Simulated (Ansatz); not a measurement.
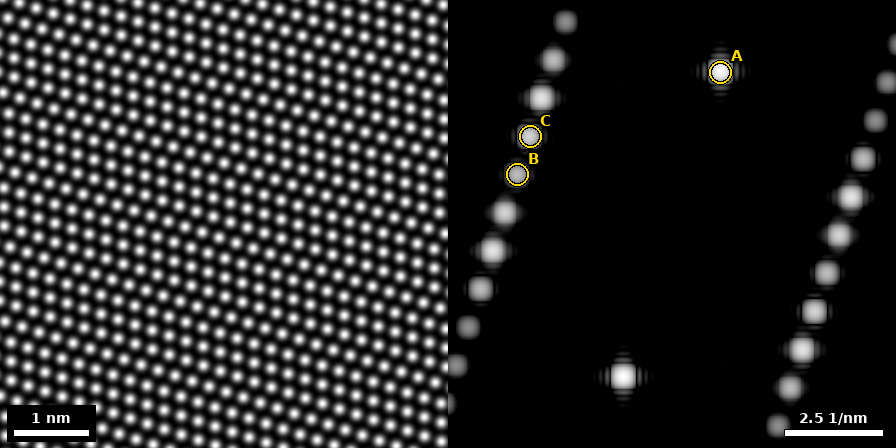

HAADF-like image of a crystal. Simulation: incoherent imaging, intensity Z^1.7 per atom, probe width 1.30 Å, thin sample. The probe carries 25 % of its weight in a tail 2.5 times as wide.

The right panel is the modulus of the image's Fourier transform on a logarithmic scale.

Which lattice spacings do the marked spots stand for, and what angle do A and B enclose?

Answer. A: 2.4 Å, B: 2.4 Å, C: 2.3 Å; A and B enclose about 90°.

The crystal is W (P6_3/mmc, No. 194) along [100]; the spots are (0 0 -4), (010) and (0 1 -1). Model: a calculation's starting geometry; the starting structure was generated, so it need not be a known form of this composition.
